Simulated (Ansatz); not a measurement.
# Single-point calculation of CoPdO2 (part 3 of 3)

Continued. System: CoPdO2 (R-3m, 4 atoms in the cell). Method: DFT PBEsol+U, scalar-relativistic, plane waves, PAW, Ueff = 6 eV on Co atom 1 d; Ueff = 6 eV on Pd atom 2 d, spin-polarised (Ansatz 0.2.0); cutoff 420 eV, 8×8×8 k-mesh, Gaussian smearing of 0.05 eV, collinear spins. The structure derives from an entry of the Crystallography Open Database. It belongs to a series of runs on one base structure; here: ferromagnetic start, free, natural orbitals of the symmetric run filled by rank.

Geometry of the input (Å; fractional positions):
```
1.4225  0.8213  5.9600
-1.4225  0.8213  5.9600
0.0000  -1.6426  5.9600
Co 0.5000  0.5000  0.5000
Pd 0.0000  0.0000  0.0000
O  0.1121  0.1121  0.1122
O  0.8879  0.8879  0.8879
```

## Output, continued
```
  k-point 2 ↑: bands = ["-82.6702", "-69.3504", "-46.7363", "-45.7306", "-45.7074", "-35.6055", "-34.8880", "-34.8034", "-5.7360", "-4.4890", "5.3522", "6.0231", "6.7663", "7.4557", "8.2478", "8.4786", "8.7046", "9.3887", "9.9971", "10.4707", "10.7450", "11.1469", "11.5524", "12.0946", "13.5883", "14.3820", "17.7682", "22.9094", "24.6189", "27.9171", "28.1773", "28.6776"]
  k-point 149 ↓: bands = ["-80.0020", "-69.1723", "-43.6868", "-43.3125", "-43.3116", "-35.3065", "-34.6446", "-34.6446", "-6.3173", "-4.8326", "7.4746", "8.8339", "8.8974", "8.8983", "9.6328", "9.6328", "9.7243", "9.8019", "9.8019", "10.4714", "10.4729", "12.4609", "12.4610", "16.8402", "17.9233", "17.9238", "18.8524", "19.5927", "23.4002", "26.4741", "31.8754", "32.2590"]
Occupation matrices written to [file]
--- Löwdin populations: 4 sites ---
  site symbol       q [e]    m [muB]
     0     Co     15.7403     2.1864
     1     Pd     17.1789     0.2145
     2      O      6.8325    -0.1197
     3      O      6.8325    -0.1197
  spilling = 0.008844 (of n_electrons = 47.000000)
--- Occupation matrices: 2 shells (run DFT+U table (all-electron-ortho-atomic); ε = 5.69e-3) ---
  Co0 d_3D: site group D3d (-3m)
  Co0 d_3D up     Tr n = 4.6833  λ = 0.852 0.852 0.991 0.991 0.996  [2× yz 0.30 Eg(1.00) | 3× z2 0.33 Eg(0.67)]
  Co0 d_3D dn     Tr n = 2.4895  λ = 0.051 0.228 0.228 0.991 0.991  [z2 1.00 A1g(1.00) | 2× yz 0.25 Eg(1.00) | 2× x2-y2 0.25 Eg(1.00)]
  specified occupation → Co0 d_3D up: matrix, ‖Δ‖_F = 0.1711, Tr Δ = +0.1667, displaced = 0.1520, d_λ = 0.1711; orbital distance = 0.0000
  specified occupation → Co0 d_3D dn: matrix, ‖Δ‖_F = 0.3155, Tr Δ = -0.4895, displaced = 0.2447, d_λ = 0.2971; orbital distance = 0.1248
  Pd1 d_4D: site group D3d (-3m)
  Pd1 d_4D up     Tr n = 4.7003  λ = 0.772 0.975 0.975 0.989 0.989  [z2 1.00 A1g(1.00) | 2× yz 0.49 Eg(1.00) | 2× x2-y2 0.49 Eg(1.00)]
  Pd1 d_4D dn     Tr n = 4.4857  λ = 0.530 0.983 0.983 0.994 0.994  [z2 1.00 A1g(1.00) | 2× x2-y2 0.50 Eg(1.00) | 2× yz 0.50 Eg(1.00)]
  specified occupation → Pd1 d_4D up: matrix, ‖Δ‖_F = 0.2001, Tr Δ = +0.1497, displaced = 0.1233, d_λ = 0.2001; orbital distance = 0.0000
  specified occupation → Pd1 d_4D dn: matrix, ‖Δ‖_F = 1.0907, Tr Δ = -1.5357, displaced = 0.7679, d_λ = 1.0907; orbital distance = 0.7081
  Tr n, λ and their labels are of the run-group-symmetrised matrices; stabiliser: 4 of 24 elements of G0×{1,Θ} (closed), max defect 1.3e-15 at τ = 1.2e-3
```

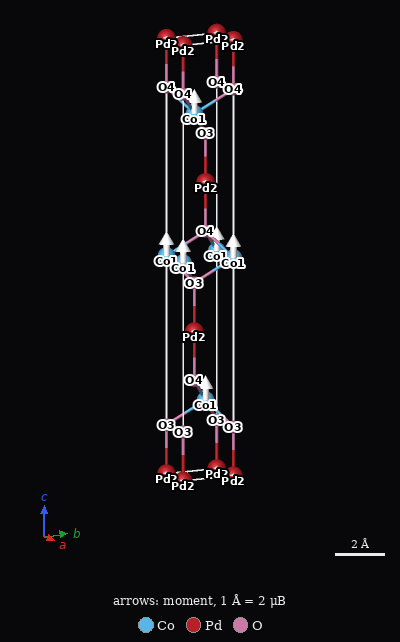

Magnetic moments of the sites as white arrows (ball-and-stick view of the cell 3 times as large as that of the calculation, set on its symmetry axes, seen slightly off an axis; atoms are numbered from 1 in the order of the input); small moments hardly show. The run is collinear, so the axis drawn is arbitrary. Site moments: Co1 (2.05 μB); Pd2 (0.19 μB); O3, O4 (−0.14 μB). They are counted near the atoms and needn't add up to the moment of the cell.

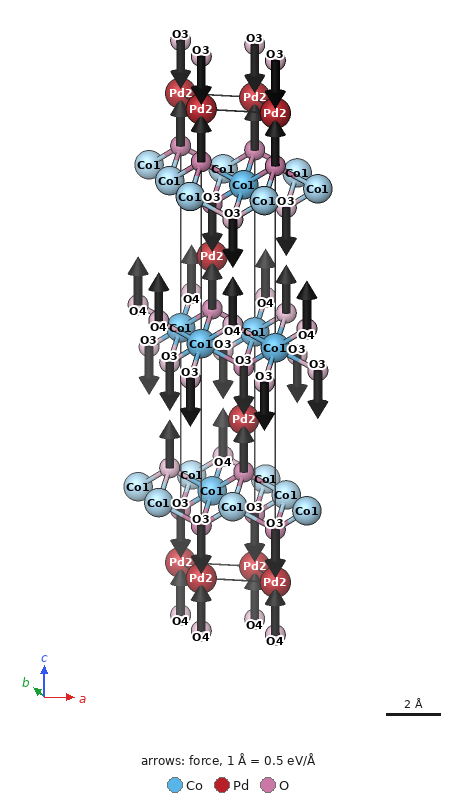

Forces on the atoms as black arrows (ball-and-stick view of the cell 3 times as large as that of the calculation, set on its symmetry axes, seen slightly off an axis; neighbours outside the cell are drawn fainter; atoms are numbered from 1 in the order of the input). The largest act on O3, O4 (0.93 eV/Å). The geometry is not a stationary point of this energy.

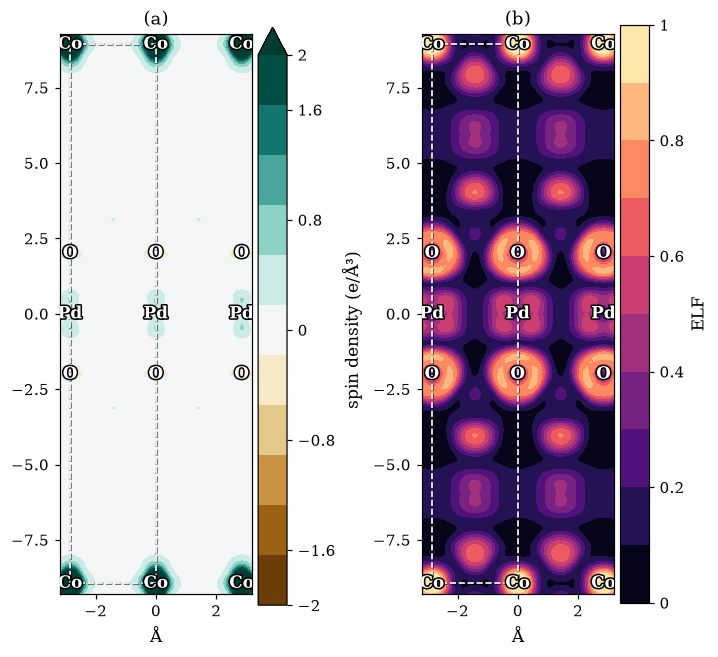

(a) spin density (up minus down); (b) ELF on the (010) plane of the conventional cell. Atoms in the plane: Co, Pd and O. Pd–O (2.01 Å): the ELF is about 0.15 at the midpoint; no shared pair; the contact is polar. The strong features right at Co and Pd lie inside the PAW spheres (semicore, d or f shells) and say nothing about bonding. The cell of the calculation (4 atoms) carries 2.2 μB net. Core electrons are frozen (PAW), so the fields are smoothed inside the atomic spheres.

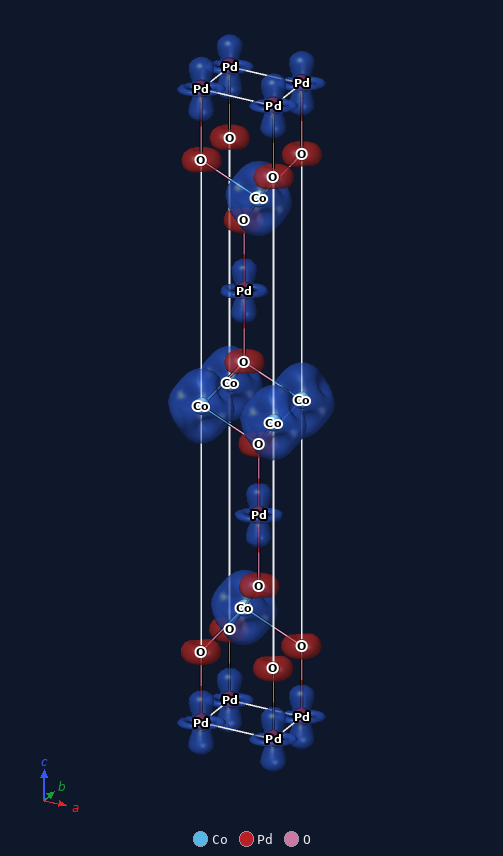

Isosurfaces of the spin density (up minus down) at +0.1 (blue) and −0.1 e/Å³ (red), seen slightly off an axis. Sticks mark near contacts. The outline is the cell set on symmetry axes. The cell of the calculation (4 atoms) carries 2.2 μB net.
